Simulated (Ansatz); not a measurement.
Geometry relaxation of MoSe₂ (part 2 of 2)

Continued. System: MoSe₂ (P6₃/mmc, 6 atoms in the cell). Method: DFT PBE+D3(BJ), scalar-relativistic, plane waves, PAW, no spin polarisation (Ansatz 0.2.0); cutoff 420 eV, 9×9×2 k-mesh, Gaussian smearing of 0.1 eV. The structure derives from an entry of the Crystallography Open Database.

Geometry of the input (Å; fractional positions):
```
3.2880  0.0000  0.0000
-1.6440  2.8475  0.0000
0.0000  0.0000  12.9000
Mo 0.3333  0.6667  0.2500
Mo 0.6667  0.3333  0.7500
Se 0.3333  0.6667  0.6250
Se 0.6667  0.3333  0.1250
Se 0.3333  0.6667  0.8750
Se 0.6667  0.3333  0.3750
```

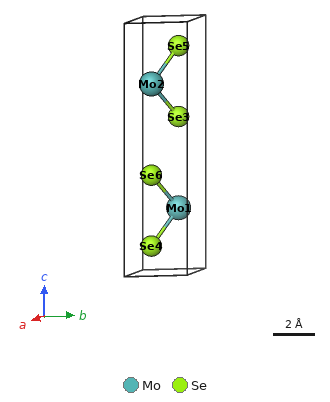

**Figure 1.** The geometry at step 2 of the log (ball-and-stick view of the cell of the calculation, seen slightly off an axis; atoms are numbered from 1 in the order of the input).

## The program's output, continued
```
SCF iter   1: F=—  HF=-31795.173929 eV  |F-HF|=—  |Δ(HF+E_count)|=         —  Δρ=4.00e-4  dr2=5.59e-4  ethr=5.87e-7  ⟨swp⟩=2.2  Hψ=5439  notcnv=0
preconditioner: auto → Resta (q_TF=auto, 2.616 Å⁻¹)  ε∞=6.6  [insulator: Δε(μ)=0.845 eV  Ē_g=8.637 eV  σ=0.100 eV  W_gap=1.00  n_scr=40 (ndim 8)  ℏωp=20.5 eV  f_vac=0.027  D(μ)=0.00/eV (n_scr^D=0)  ε∞_Penn≈6.6]
SCF iter   2: F=—  HF=-31795.173868 eV  |F-HF|=—  |Δ(HF+E_count)|=   6.10e-5  Δρ=2.30e-4  dr2=7.34e-5  ethr=5.87e-7  ⟨swp⟩=2.0  Hψ=1518  notcnv=0
SCF iter   3: F=—  HF=-31795.173857 eV  |F-HF|=—  |Δ(HF+E_count)|=   1.05e-5  Δρ=1.14e-4  dr2=3.06e-5  ethr=7.98e-8  ⟨swp⟩=2.1  Hψ=1642  notcnv=0
SCF iter   4: F=—  HF=-31795.173855 eV  |F-HF|=—  |Δ(HF+E_count)|=   2.68e-6  Δρ=3.32e-5  dr2=1.86e-6  ethr=3.33e-8  ⟨swp⟩=2.0  Hψ=1655  notcnv=0
SCF iter   5: F=-31795.173855 eV  HF=-31795.173855 eV  |F-HF|=2.40e-7  |Δ(HF+E_count)|=   4.42e-7  Δρ=1.60e-5  dr2=4.26e-7  ethr=6.52e-10  ⟨swp⟩=5.1  Hψ=5418  notcnv=0
SCF 4 converged in 5 iterations: F = -31795.173855 eV  dr2 = 4.26e-7
  greatest PAW one-centre occupation: 1.000 electrons in one spin orbital (limit 2), on the Se atom at site 4 (counted from 0), in its partial waves of l = 2
relax step   4: F+E_penalty+E_count = -31795.17385523 eV  Δ(F+E_penalty+E_count) = -1.509e-3 eV  max|allowed force component| = 5.935e-3 eV/Å  Δτ_max = 0.0012 Å  P = -0.028 GPa  Ω = 118.334 Å³  energy of the carried Pulay correction = +3.441e-4 eV  (5 SCF iters, dr2 threshold 6.00e-7 eV, accepted)
Initial wavefunctions: pseudopotential atomic-orbital guess (no wavefunctions were taken with the density)
iter 1 solved again at ethr=6.35e-8 eV; its pass at ethr=3.10e-3 eV (dr2=5.84e-5 eV) is discarded
SCF iter   1: F=—  HF=-31795.173498 eV  |F-HF|=—  |Δ(HF+E_count)|=         —  Δρ=3.58e-5  dr2=6.19e-7  ethr=6.35e-8  ⟨swp⟩=3.7  Hψ=8264  notcnv=0
preconditioner: auto → Resta (q_TF=auto, 2.616 Å⁻¹)  ε∞=6.6  [insulator: Δε(μ)=0.845 eV  Ē_g=8.638 eV  σ=0.100 eV  W_gap=1.00  n_scr=40 (ndim 8)  ℏωp=20.5 eV  f_vac=0.028  D(μ)=0.00/eV (n_scr^D=0)  ε∞_Penn≈6.6]
SCF iter   2: F=—  HF=-31795.173503 eV  |F-HF|=—  |Δ(HF+E_count)|=   4.92e-6  Δρ=2.02e-5  dr2=2.68e-7  ethr=6.73e-10  ⟨swp⟩=2.0  Hψ=1823  notcnv=0
SCF iter   3: F=—  HF=-31795.173503 eV  |F-HF|=—  |Δ(HF+E_count)|=   2.45e-7  Δρ=6.31e-6  dr2=1.44e-7  ethr=2.91e-10  ⟨swp⟩=2.0  Hψ=1734  notcnv=0
SCF iter   4: F=—  HF=-31795.173503 eV  |F-HF|=—  |Δ(HF+E_count)|=   1.44e-8  Δρ=3.21e-6  dr2=1.62e-8  ethr=1.56e-10  ⟨swp⟩=2.0  Hψ=1639  notcnv=0
SCF iter   5: F=-31795.173503 eV  HF=-31795.173503 eV  |F-HF|=4.87e-10  |Δ(HF+E_count)|=   1.65e-8  Δρ=7.20e-7  dr2=8.72e-10  ethr=6.52e-12  ⟨swp⟩=5.0  Hψ=5028  notcnv=0
SCF 5 converged in 5 iterations: F = -31795.173503 eV  dr2 = 8.72e-10
relax step   5: F+E_penalty+E_count = -31795.17350299 eV  Δ(F+E_penalty+E_count) = +3.522e-4 eV  max|allowed force component| = 5.771e-3 eV/Å  Δτ_max = 0.0000 Å  P = -0.027 GPa  Ω = 118.334 Å³  stress off target by 5.17e-2 GPa  SCF on the basis re-selected at this cell (its energy is not comparable with the rows above)  (5 SCF iters)
basis re-selected at this cell: Δ(F+E_penalty+E_count) = +3.522e-4 eV, ΔP = +0.000 GPa vs the last step (what re-selecting the basis moved, of the pressure what is left beyond the Pulay correction that the steps carried, after the strain that the cell walked since its last selection, with what the two solves' SCF thresholds leave and, on support functions, any second-order correction that the steps lacked; it is no measure of the basis error at this ecutwfc). This SCF's stress stands 5.17e-2 GPa from its target on what of the cell is left free (relax.cell.stress_tol is 5.00e-1 GPa) and its largest allowed force component is 5.77e-3 eV/Å (relax.f_tol is 5.00e-2 eV/Å): within both
SCF converged after 5 iterations
Free energy (F): -31795.173503 eV
Harris-Foulkes:  -31795.173503 eV  (|F-HF|=4.87e-10)
Internal energy: -31795.173503 eV  (E = F + TS)
E sigma→0 (E₀):  -31795.173503 eV
Fermi energy:    13.274629 eV
--- Per-component energies (eV) ---
  E_band       = -1591.572167
  E_kinetic    = 1360.795020
  E_local      = -11440.742947  (includes V_loc(G=0)·N_el)
  E_nonlocal   = -2095.722386
  E_hartree    = 5425.873459
  E_xc         = -786.634317
  E_vxc        = -854.651871  (∫ρ·V_xc dr)
  E_paw        = -14048.314375  (= ΣΔE_a)
  E_vpaw       = 587.005947  (= ΣTr[D̂ρ^β])
  E_aug_tail   = -0.002283  (compensation charges beyond the density's cutoff)
  E_ewald      = -10207.548001
  E_disp       = -2.877672  (pairwise vdW)
  E_smearing   = -0.000000  (= −TS)
  E_closure    = 0.000000  (closes the sum)
  Σ components = -31795.173503   (vs F -31795.173503, Δ=0.00e0)
--- Forces (eV/Å), atoms counted from 1 ---
  atom   1  Mo     0.00000000     0.00000000     0.00000000
  atom   2  Mo     0.00000000    -0.00000000    -0.00000000
  atom   3  Se    -0.00000000     0.00000000     0.00577072
  atom   4  Se     0.00000000    -0.00000000     0.00577072
  atom   5  Se    -0.00000000     0.00000000    -0.00577072
  atom   6  Se     0.00000000    -0.00000000    -0.00577072
  max |Σ_I F_I| component: 5.78e-18 eV/Å
--- Stress (GPa, compression-positive) ---
       -0.051703       0.000000      -0.000000
        0.000000      -0.051703      -0.000000
       -0.000000      -0.000000       0.021966
  P = ⅓ Tr σ = -0.0271 GPa (-0.271 kbar)
--- Band table (eV; the first three rows and the last of 24) ---
  k-point 0: bands = ["-48.3360", "-48.3360", "-34.9498", "-34.9498", "-34.9497", "-34.9497", "-34.9494", "-34.9494", "-34.9494", "-34.9494", "-34.9147", "-34.9147", "-34.9143", "-34.9143", "-34.9138", "-34.9138", "-34.9133", "-34.9133", "-34.9010", "-34.9006", "-34.8990", "-34.8986", "-22.5030", "-22.5030", "-22.3019", "-22.3019", "-22.3018", "-22.3018", "-2.0791", "-1.7029", "-1.1726", "-0.6191", "6.2573", "7.5793", "9.2971", "10.3401", "10.3401", "10.3612", "10.3612", "11.3187", "11.3187", "11.3814", "11.3814", "11.6738", "12.1894", "12.8664", "15.3234", "15.3234", "15.4129", "15.4129", "15.4632", "15.4632", "15.7208", "15.7208", "18.2257", "18.7298"]
  k-point 1: bands = ["-48.3360", "-48.3360", "-34.9498", "-34.9498", "-34.9498", "-34.9498", "-34.9494", "-34.9494", "-34.9494", "-34.9494", "-34.9145", "-34.9145", "-34.9145", "-34.9145", "-34.9135", "-34.9135", "-34.9135", "-34.9135", "-34.9009", "-34.9009", "-34.8988", "-34.8988", "-22.5030", "-22.5030", "-22.3019", "-22.3019", "-22.3019", "-22.3019", "-1.9377", "-1.9377", "-0.8520", "-0.8520", "6.7714", "6.7714", "10.3504", "10.3504", "10.3504", "10.3504", "10.4442", "10.4442", "11.3501", "11.3501", "11.3501", "11.3501", "12.7048", "12.7048", "15.3404", "15.3404", "15.3404", "15.3404", "15.6192", "15.6192", "15.6192", "15.6192", "18.5174", "18.5174"]
  k-point 2: bands = ["-48.3331", "-48.3331", "-34.9497", "-34.9496", "-34.9495", "-34.9494", "-34.9493", "-34.9492", "-34.9489", "-34.9489", "-34.9148", "-34.9148", "-34.9143", "-34.9143", "-34.9141", "-34.9139", "-34.9136", "-34.9134", "-34.9008", "-34.9004", "-34.8987", "-34.8984", "-22.4959", "-22.4958", "-22.3347", "-22.3347", "-22.3093", "-22.3093", "-1.9045", "-1.5333", "-1.0645", "-0.5346", "6.4687", "7.7853", "9.1131", "9.8920", "9.9424", "10.5039", "10.5400", "10.6857", "11.0385", "11.1150", "11.3394", "11.7146", "12.2974", "12.5495", "14.9381", "14.9834", "15.0922", "15.1746", "15.1861", "15.4967", "15.5213", "15.7001", "19.1008", "19.5404"]
  k-point 23: bands = ["-48.3078", "-48.3078", "-34.9476", "-34.9476", "-34.9468", "-34.9468", "-34.9467", "-34.9467", "-34.9465", "-34.9465", "-34.9163", "-34.9163", "-34.9155", "-34.9155", "-34.9147", "-34.9147", "-34.9141", "-34.9141", "-34.8985", "-34.8985", "-34.8962", "-34.8962", "-22.5098", "-22.5098", "-22.4756", "-22.4756", "-22.4339", "-22.4339", "0.2316", "0.2316", "0.2924", "0.2924", "7.2932", "7.2932", "7.7632", "7.7632", "8.4018", "8.4018", "8.6564", "8.6564", "9.7204", "9.7204", "10.2315", "10.2315", "12.4263", "12.4263", "14.0330", "14.0330", "14.9149", "14.9149", "15.5688", "15.5688", "16.7794", "16.7794", "19.1722", "19.1722"]
--- Relaxed structure (4 steps of the walk, 3 accepted, 1 SCFs on fresh bases) ---
  F+E_penalty+E_count = -31795.17350299 eV   max|allowed force component| = 5.771e-3 eV/Å   (the final SCF, on the basis selected at the relaxed cell)
  cell:  # Å, volume = 118.3340 Å³
    - [3.277760040934501, 0.0, 5.124336402584884e-34]
    - [-1.6388800204672505, 2.8386234629587994, -2.562168201292442e-34]
    - [2.345537191590267e-33, 0.0, 12.718166542746346]
  atoms:
    - { symbol: Mo, position: [0.3333333333333334, 0.6666666666666669, 0.25] }
    - { symbol: Mo, position: [0.6666666666666666, 0.3333333333333334, 0.7500000000000001] }
    - { symbol: Se, position: [0.3333333333333334, 0.6666666666666669, 0.6183846688270331] }
    - { symbol: Se, position: [0.6666666666666666, 0.3333333333333334, 0.11838466882703316] }
    - { symbol: Se, position: [0.3333333333333334, 0.6666666666666669, 0.8816153311729669] }
    - { symbol: Se, position: [0.6666666666666666, 0.3333333333333334, 0.38161533117296687] }
```

## Trajectory as extended XYZ (Å, eV, eV/Å), 5 frames, from step=1 to step=5
```
6
Lattice="3.2880 0.0000 0.0000 -1.6440 2.8475 0.0000 0.0000 0.0000 12.9000" Properties=species:S:1:pos:R:3:forces:R:3 step=1 energy=-31795.03791 pressure_GPa=4.25
Mo    0.0000    1.8983    3.2250    0.0000   0.0000   0.0000
Mo    1.6440    0.9492    9.6750    0.0000   0.0000   0.0000
Se    0.0000    1.8983    8.0625    0.0000   0.0000  -1.1014
Se    1.6440    0.9492    1.6125    0.0000   0.0000  -1.1014
Se    0.0000    1.8983   11.2875    0.0000   0.0000   1.1014
Se    1.6440    0.9492    4.8375    0.0000   0.0000   1.1014
6
Lattice="3.1991 0.0000 0.0000 -1.5995 2.7705 0.0000 0.0000 0.0000 12.6492" Properties=species:S:1:pos:R:3:forces:R:3 step=2 energy=-31794.89689 pressure_GPa=-1.13 accepted=F
Mo    0.0000    1.8470    3.1623    0.0000   0.0000   0.0000
Mo    1.5995    0.9235    9.4869    0.0000   0.0000   0.0000
Se    0.0000    1.8470    7.7165    0.0000   0.0000   1.1840
Se    1.5995    0.9235    1.3919    0.0000   0.0000   1.1840
Se    0.0000    1.8470   11.2572    0.0000   0.0000  -1.1840
Se    1.5995    0.9235    4.9327    0.0000   0.0000  -1.1840
6
Lattice="3.2807 0.0000 0.0000 -1.6403 2.8411 0.0000 0.0000 0.0000 12.7647" Properties=species:S:1:pos:R:3:forces:R:3 step=3 energy=-31795.17235 pressure_GPa=-0.69
Mo    0.0000    1.8941    3.1912    0.0000   0.0000   0.0000
Mo    1.6403    0.9470    9.5735    0.0000   0.0000   0.0000
Se    0.0000    1.8941    7.8947    0.0000   0.0000   0.0945
Se    1.6403    0.9470    1.5123    0.0000   0.0000   0.0945
Se    0.0000    1.8941   11.2523    0.0000   0.0000  -0.0945
Se    1.6403    0.9470    4.8700    0.0000   0.0000  -0.0945
6
Lattice="3.2778 0.0000 0.0000 -1.6389 2.8386 0.0000 0.0000 0.0000 12.7182" Properties=species:S:1:pos:R:3:forces:R:3 step=4 energy=-31795.17386 pressure_GPa=-0.03
Mo    0.0000    1.8924    3.1795    0.0000   0.0000   0.0000
Mo    1.6389    0.9462    9.5386    0.0000   0.0000   0.0000
Se    0.0000    1.8924    7.8647    0.0000   0.0000   0.0059
Se    1.6389    0.9462    1.5056    0.0000   0.0000   0.0059
Se    0.0000    1.8924   11.2125    0.0000   0.0000  -0.0059
Se    1.6389    0.9462    4.8534    0.0000   0.0000  -0.0059
6
Lattice="3.2778 0.0000 0.0000 -1.6389 2.8386 0.0000 0.0000 0.0000 12.7182" Properties=species:S:1:pos:R:3:forces:R:3 step=5 energy=-31795.17350 pressure_GPa=-0.03
Mo    0.0000    1.8924    3.1795    0.0000   0.0000   0.0000
Mo    1.6389    0.9462    9.5386    0.0000   0.0000   0.0000
Se    0.0000    1.8924    7.8647    0.0000   0.0000   0.0058
Se    1.6389    0.9462    1.5056    0.0000   0.0000   0.0058
Se    0.0000    1.8924   11.2125    0.0000   0.0000  -0.0058
Se    1.6389    0.9462    4.8534    0.0000   0.0000  -0.0058
```

## Results in brief

| quantity | value |
| --- | --- |
| outcome | converged |
| space group (tolerance 0.01 Å) | P6₃/mmc (194) |
| electrons treated | 92 |
| free energy | −31795.1735 eV |
| Fermi energy | 13.275 eV |
| gap on the k-point mesh | 0.85 eV |
| pressure | −0.03 GPa |
| final volume | 118.33 Å³ |
| largest force (length of the vector) at the end | 0.006 eV/Å |
| final cell | a = 3.278 Å, b = 3.278 Å, c = 12.718 Å, α = 90.00°, β = 90.00°, γ = 120.00° |
| hardware | 4 threads of Arm Neoverse V1, 24 GiB of memory available, shared host |
| wall time | 13 s (CPU time 47 s) |
| peak memory | 0.56 GiB |
